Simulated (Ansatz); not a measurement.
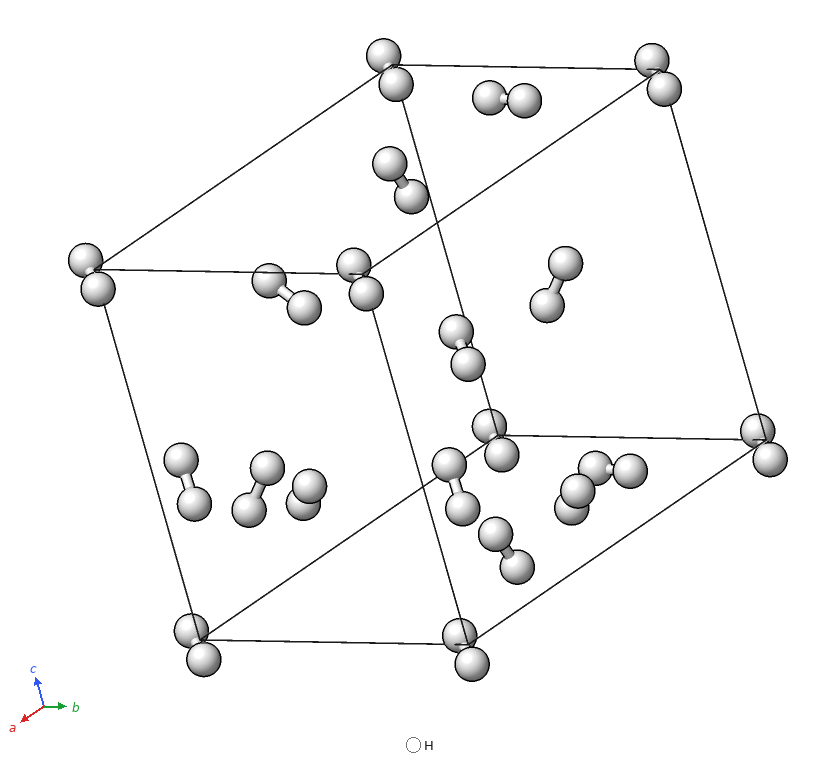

The crystal in a ball-and-stick representation, seen from a general direction. Lines trace the edges of the simulation cell. The bonded neighbours beyond the faces are included, in fainter colours.

The calculation's input:
```yaml
crystal:
  lattice:
    - [0.0, 5.2013675077, 4.1963218556]
    - [0.0, -5.2013675077, 4.1963218556]
    - [5.3160096616, 0.0, -4.1963218556]
  atoms:
    - { symbol: H, position: [0.0202747181, 0.3502161401, 0.3660427313] }
    - { symbol: H, position: [0.6027141727, 0.215892935, 0.6795774195] }
    - { symbol: H, position: [0.3093986356, 0.3445748945, 0.8195021866] }
    - { symbol: H, position: [0.9958291138, 0.9881955086, 0.9447439677] }
    - { symbol: H, position: [0.4285859956, 0.5268478767, 0.5226135084] }
    - { symbol: H, position: [0.8951536019, 0.9850456455, 0.3087815147] }
    - { symbol: H, position: [0.1275844574, 0.500300066, 0.9876792119] }
    - { symbol: H, position: [0.6033621578, 0.0453035233, 0.1961524432] }
    - { symbol: H, position: [0.4709684527, 0.5929912321, 0.4594544208] }
    - { symbol: H, position: [0.8972806658, 0.984604703, 0.4283314579] }
    - { symbol: H, position: [0.1000860443, 0.5908489932, 0.9659142645] }
    - { symbol: H, position: [0.5311761594, 0.9079583877, 0.1088058133] }
    - { symbol: H, position: [0.0149154532, 0.4568229356, 0.4778029152] }
    - { symbol: H, position: [0.6357883886, 0.1574743346, 0.7703319872] }
    - { symbol: H, position: [0.4068101318, 0.4285330809, 0.9629811676] }
    - { symbol: H, position: [0.9600718512, 0.924389743, 0.0012849904] }
basis:
  ecutwfc: 420
kpoints:
  mp_grid: { grid: [4, 4, 4] }
hamiltonian:
  xc: pbe
scf:
  occupations: { method: fermi_dirac, width: 0.1034 }
output:
  forces: true
  stress: true
  eigenvalues: true
  populations: true
```
Run as:
```sh
ansatz run input.yaml --threads 4 --pin off --max-ram 5120MiB --backend cpu --events-out ev --progress --plain --runs-dir out
```

Computational set-up: Ansatz, DFT PBE, scalar-relativistic, plane waves, PAW, wavefunction cutoff 420 eV, 4×4×4 k-mesh, Fermi-Dirac smearing of 0.1 eV, no spin polarisation.

Q: Does it come out as a metal, or with a gap?

A: An insulator at this level, with a gap of 7.95 eV on the k-mesh (the true edges may lie between mesh points, so the gap can be somewhat smaller).

Q: What is the pressure at this volume?

A: The computed pressure is -0.7 GPa (stretched: it would shrink). The stress isn't hydrostatic: its largest component is 2.1 GPa.

The cell started as a structure listed in the Materials Project. The cell was then strained or its atoms displaced on purpose. It went into a calculation with Ansatz.

At this level of theory the cell isn't at rest (forces up to 1.7 eV/Å), so its distances can differ from those at equilibrium, the more so the softer the solid.
